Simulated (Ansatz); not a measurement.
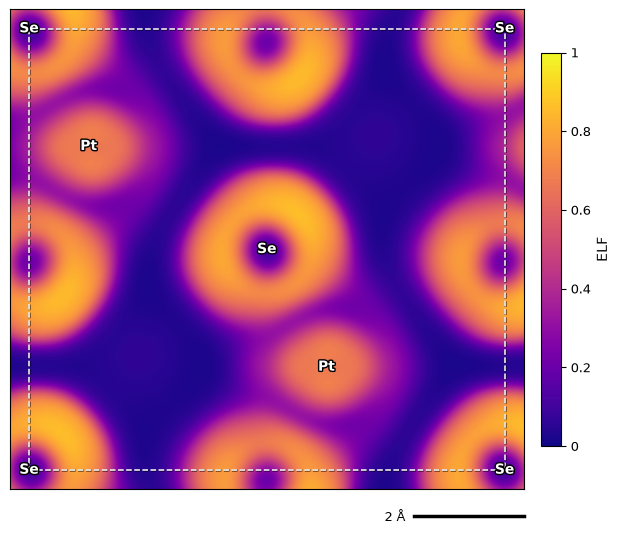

Figure. PtSe2. ELF on the (110) plane of the conventional cell.

Space group I-42d; a structure from a database of computed crystals, not necessarily the ambient phase; started from the SiO2-122 prototype, which need not be the ambient phase.

All numbers below come from DFT, r2SCAN+rVV10, plane waves, PAW in Ansatz.

Core electrons are frozen (PAW), and the valence fields are smoothed inside the atomic spheres.

### What do the fields say about this system?

- The section cuts through Pt and Se sites.
- Atoms just off the plane (Se, 0.3 Å away) can leave unmarked features too.
- Pt–Se (2.39 Å): the ELF is about 0.45 at the midpoint.
- The features right at Pt lie inside the PAW spheres, where the map follows smoothed inner orbitals and isn't to be read closely.
